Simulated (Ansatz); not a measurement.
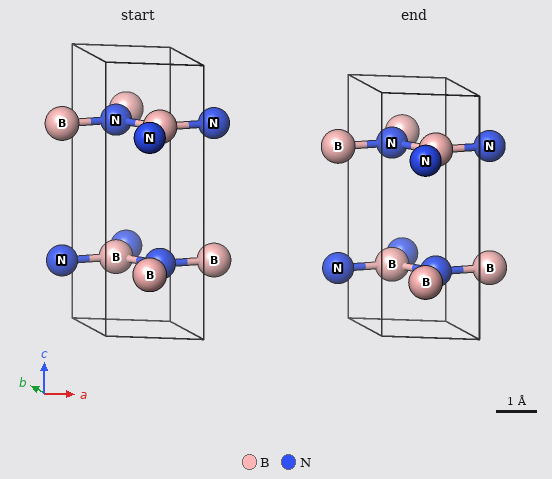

The structure of a crystal of BN (set up in P6_3/mmc) before (left) and after (right) a relaxation, at one scale.

Style: ball-and-stick. Shown: the cell of the calculation, slightly off an axis.

Case: relaxed at 3 GPa.

Level of theory: DFT PBEsol, scalar-relativistic, plane waves, PAW (Ansatz 0.2.0).

Input file:
```yaml
crystal:
  lattice:
    - [2.5043124709, 0.0, 0.0]
    - [-1.2521562355, 2.1687982188, 0.0]
    - [0.0, 0.0, 7.0337068085]
  atoms:
    - { symbol: B, position: [0.3333333333, 0.6666666667, 0.25] }
    - { symbol: B, position: [0.6666666667, 0.3333333333, 0.75] }
    - { symbol: "N", position: [0.3333333333, 0.6666666667, 0.75] }
    - { symbol: "N", position: [0.6666666667, 0.3333333333, 0.25] }
basis:
  ecutwfc: 420
kpoints:
  mp_grid: { grid: [12, 12, 4] }
hamiltonian:
  xc: pbesol
scf:
  occupations: { method: fixed }
output:
  forces: true
  stress: true
  eigenvalues: true
relax:
  adjacent_minimum: "off"
  f_tol: 0.001
  max_steps: 60
  cell: { stress_tol: 0.02, p_target: 3.0 }
```

Launched with:
```bash
ansatz run input.yaml --threads 1 --pin off --max-ram 1228MiB --backend cpu --events-out ev --progress --plain --runs-dir out
```

### Describe what moved and what it gained.

The atoms keep their places relative to the cell (all moves are under 0.005 Å). The volume changes by −11.6 %, with a = b 2.504 → 2.498 Å (−0.2 %), c 7.034 → 6.249 Å (−11.2 %). The space group stays P6_3/mmc (No. 194). Over 8 accepted moves (12 points after the start) the energy rises by 7.7 meV per atom. With the target pressure of 3 GPa, the enthalpy E + pV changes by −13.0 meV per atom. All forces vanish by symmetry, so only the cell relaxes. The pressure goes from 0.01 to 3.00 GPa. The SCF was repeated 4 times at an unchanged geometry on a basis and grid sized afresh for the cell, which shifted the energy by 1.7 meV per atom at most. The run took 36 s on 1 thread of Arm Neoverse N1 (shared host), peak memory 0.3 GiB.
